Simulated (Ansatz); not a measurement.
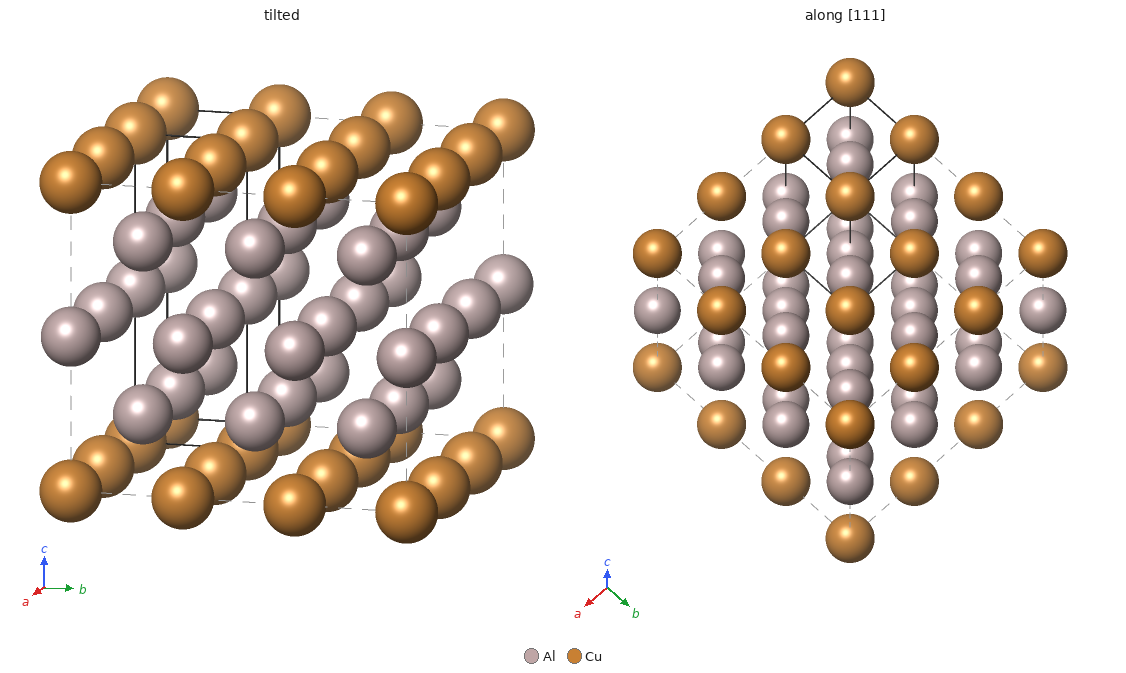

A spheres-only picture of a crystal structure, seen slightly off an axis and along [111]. The picture spans 3×3×1 cells, one conventional unit cell being drawn with solid lines. Cell: a = 2.761 Å, b = 2.761 Å, c = 7.498 Å, α = 90.00°, β = 90.00°, γ = 90.00°.

The formula is Al$_{3}$Cu. Space group P4/mmm (No. 123), lattice primitive tetragonal. With Z = 1, the cell contains 3 Al, 1 Cu. Cu sits among eight Al and four Cu in a distorted cuboctahedral arrangement (about 2.6 Å to Al, 2.8 Å to Cu). Al takes two kinds of site: 1b with twelve Al in a cuboctahedral arrangement at about 2.8 to 2.9 Å; 2h with eight Al and four Cu in a distorted cuboctahedral arrangement (about 2.8 to 2.9 Å to Al, 2.6 Å to Cu).

It goes back to a structure listed in the Materials Project. The atoms were relaxed in a fixed cell with Ansatz 0.2.0, DFT LDA, scalar-relativistic, plane waves, PAW.
